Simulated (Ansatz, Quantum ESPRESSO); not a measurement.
# MgS, rock salt type, strained in the (001) plane: the gap on the mesh at a withheld member of a series

**Set-up.** Quantum ESPRESSO 7.5, PBE, GBRV ultrasoft. The cubic cell is relaxed first; each member is held at its strain in the plane while the axis along [001] relaxes. pwcond (ikind = 0) gives the complex bands along [001] at three points across. Fixed occupations. The series steps biaxial strain in the plane.

```
biaxial strain in the plane  gap on the mesh (eV)
                       -4 %                 2.639
                       -3 %                 2.658
                       -2 %                 2.685
                       -1 %                 2.720
                        0 %                 2.757
                        1 %                 2.654
                        2 %                 2.563
                        3 %                 2.481
```

One more run was made and is withheld. What is the gap on the mesh at 4 %?

**Fit.** The rows at 2 % and 3 % give a slope of (2.481 − (2.563))/(3 − (2)) = −0.082, so a straight line gives 2.399 eV. A parabola through these and the row at 1 % gives 2.408 eV.

What the calculation gave: 2.408 eV. The line misses by −0.009 and the parabola by 0.000 eV. The parabola does better.

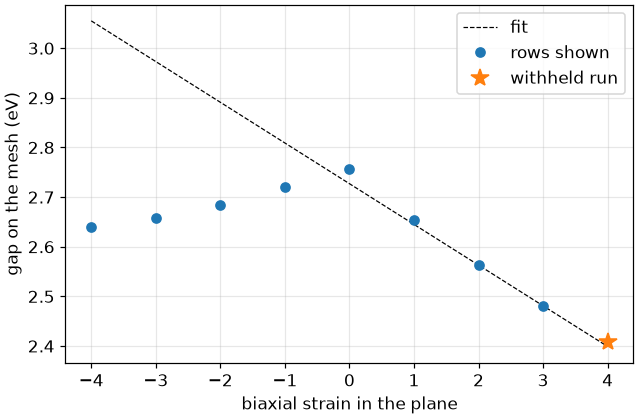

The rows shown, the fit and the withheld run.

**Limits.** Atoms keep their symmetric sites, so polar or tilted distortions are left out; semilocal gaps and decay constants are too small; no spin-orbit coupling; three points across.

[Logs are printed without paths, hosts, clocks, repeated set-up lines and the standing remarks that a program may print on its own settings, such as how far it seeks lower states.]
